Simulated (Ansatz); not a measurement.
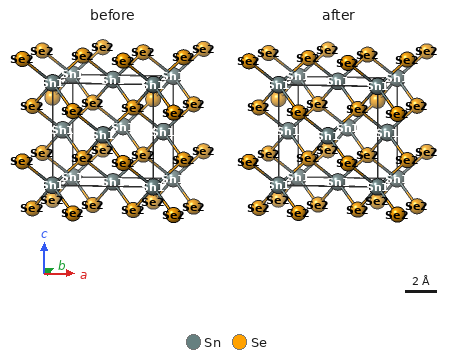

The structure of solid SnSe (a generated structure, set up in F-43m) before (left) and after (right) a relaxation, at one scale.

The picture is a ball-and-stick view of the conventional cell (4 times the calculation's cell), seen from a free direction. Lengths and directions refer to the drawn axes.

The run lets cell and atoms move.

Method: Kohn-Sham DFT of a periodic cell, PBEsol0, Ansatz PAW in Ansatz.

Input file:
```yaml
crystal:
  lattice:
    - [0.0, 3.39084, 3.39084]
    - [3.39084, 0.0, 3.39084]
    - [3.39084, 3.39084, 0.0]
  atoms:
    - { symbol: Sn, position: [0.0, 0.0, 0.0] }
    - { symbol: Se, position: [0.75, 0.75, 0.75] }
hamiltonian:
  xc: { exchange: pbesol, correlation: pbesol, exx: { coeff: 0.25 } }
  pseudopotentials: { kind: paw }
kpoints:
  mp_grid: { grid: [4, 4, 4] }
scf:
  occupations: { method: fermi_dirac, width: 0.05 }
output:
  forces: true
  stress: true
  eigenvalues: true
relax:
  f_tol: 0.01
  max_steps: 40
  cell: { stress_tol: 0.05 }
```

**What changed between the two?**

Over 2 accepted moves (3 points after the start) the energy falls by 12.2 meV per atom. All forces vanish by symmetry, so only the cell relaxes. The pressure goes from −1.79 to −0.04 GPa. At 1 point the geometry stayed and the basis and grid were re-selected for the new cell (energy shift of 0.3 meV per atom at most each time). The atoms keep their places relative to the cell (all moves are under 0.005 Å). The volume changes by −5.3 %, with a = b = c 6.782 → 6.660 Å (−1.8 %). Near-neighbour distances that change, for instance: Sn1–Se2 2.937 → 2.884 Å. The space group stays F-43m (No. 216).
